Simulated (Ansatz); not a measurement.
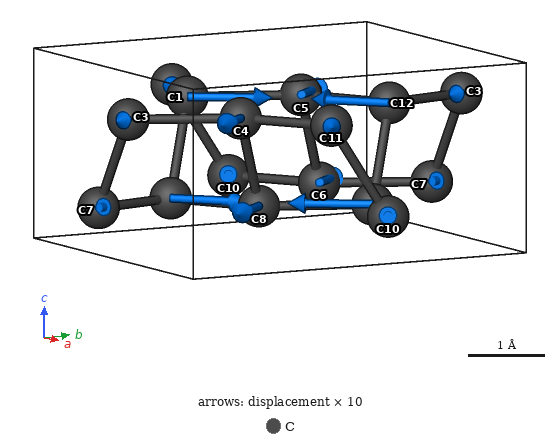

This is a relaxation of a crystal of C (a generated structure, set up in Cmcm) (coarse preliminary run). The starting structure is drawn; blue arrows show the displacements (the part carried along by the change of the cell is left out), magnified 10 times.

A ball-and-stick model of the cell of the calculation, seen slightly off an axis.

Method: DFT PBE, scalar-relativistic, plane waves, PAW in Ansatz 0.2.0.

Input
```yaml
crystal:
  lattice:
    - [3.37220125, -4.27855965, 0.0]
    - [3.37220125, 4.27855965, 0.0]
    - [0.0, 0.0, 2.5190174]
  atoms:
    - { symbol: C, position: [0.24691433, 0.34321463, 0.75] }
    - { symbol: C, position: [0.34321463, 0.24691433, 0.25] }
    - { symbol: C, position: [0.58287591, 0.00475331, 0.75] }
    - { symbol: C, position: [0.72613229, 0.27386771, 0.75] }
    - { symbol: C, position: [0.37868746, 0.62131254, 0.75] }
    - { symbol: C, position: [0.27386771, 0.72613229, 0.25] }
    - { symbol: C, position: [0.41712409, 0.99524669, 0.25] }
    - { symbol: C, position: [0.62131254, 0.37868746, 0.25] }
    - { symbol: C, position: [0.75308567, 0.65678537, 0.25] }
    - { symbol: C, position: [0.00475331, 0.58287591, 0.25] }
    - { symbol: C, position: [0.99524669, 0.41712409, 0.75] }
    - { symbol: C, position: [0.65678537, 0.75308567, 0.75] }
basis:
  ecutwfc: 420
kpoints:
  mp_grid: { grid: [4, 4, 6] }
hamiltonian:
  xc: pbe
scf:
  occupations: { method: gaussian, width: 0.1 }
  lower_state_search: "off"
output:
  forces: true
  stress: true
  eigenvalues: true
relax:
  adjacent_minimum: "off"
  f_tol: 0.04
  max_steps: 70
  cell: { stress_tol: 0.4 }
```

Run as
```bash
ansatz run input.yaml --threads 1 --pin off --max-ram 2560MiB --backend cpu --events-out ev --progress --plain --runs-dir out
```

What did the optimiser do to the structure, and how much energy did it gain?

After 5 accepted moves (8 points after the start) the energy has fallen by 88.3 meV per atom. The largest force component goes from 1.6 to 0.0046 eV/Å. The pressure goes from 30.24 to 0.07 GPa. The line search rejected the trial step at point 4 of the run. The SCF was repeated twice at an unchanged geometry on a basis and grid sized afresh for the cell, which shifted the energy by 4.0 meV per atom at most. The largest moves relative to the cell, 0.11 Å, are those of C1, C2, C9 and C12. C9 goes along [−2 −3 0]. The drawn cell changes as follows: a = b 5.448 → 5.629 Å (+3.3 %), c 2.519 → 2.522 Å (+0.1 %), γ 103.5° → 100.6°; the volume changes by +8.1 %. Among the contacts that change: C3–C4 1.491 → 1.568 Å, C10–C11 1.544 → 1.583 Å, C1–C11 1.517 → 1.552 Å, C1–C2 1.505 → 1.532 Å. Bond angles that change, for instance: C2–C8–C9 131.3° → 124.1°, C3–C4–C11 137.7° → 144.1°, C7–C3–C7 109.4° → 105.6°. The space group stays Cmcm (No. 63). Cost: 41 s on 1 thread of Arm Neoverse V2, with other jobs on the host, peak memory 0.35 GiB.
